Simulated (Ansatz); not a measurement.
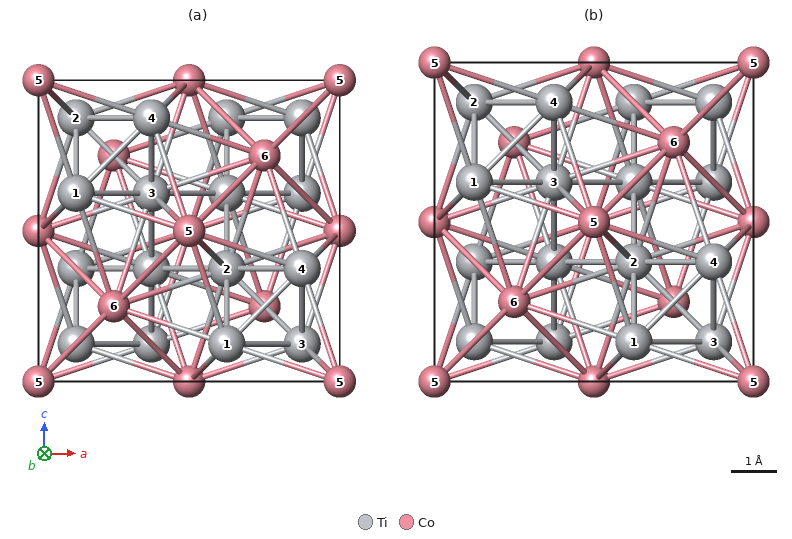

The structure of solid Ti₂Co (set up in Fd-3m) (coarse preliminary run) before (left) and after (right) a relaxation, at one scale.

A ball-and-stick model of the conventional cell (4 times the calculation's cell), seen along the b axis. Lengths and directions refer to the drawn axes.

All numbers below come from DFT r2SCAN, scalar-relativistic, plane waves, PAW in Ansatz. (plane-wave cutoff 500 eV; k-point mesh 6 × 6 × 6; occupations gaussian; smearing width 0.1 eV; collinear spin; cell and atoms relaxed; force threshold 0.05 eV/Å; at most 80 steps)

> Describe what moved and what it gained.

The energy falls by 0.968 eV per cell of the calculation in 3 accepted moves (4 points after the start). All forces vanish by symmetry, so only the cell relaxes. Pressure: 24.61 GPa at the start and 0.17 GPa at the end. The SCF was repeated once at an unchanged geometry on a basis and grid sized afresh for the cell, which shifted the energy by 13.9 meV per cell of the calculation at most. No atom moves by more than 0.005 Å relative to the cell. The volume changes by +18.6 %, with a = b = c 6.730 → 7.125 Å (+5.9 %). Some distances before and after: Co5–Co6 2.914 → 3.085 Å, Ti1–Co5 2.790 → 2.954 Å, Ti1–Ti2 2.379 → 2.519 Å. The space group stays Fd-3m (No. 227). The run took 73 s on 2 threads of Arm Neoverse V2 (shared host), peak memory 0.8 GiB.
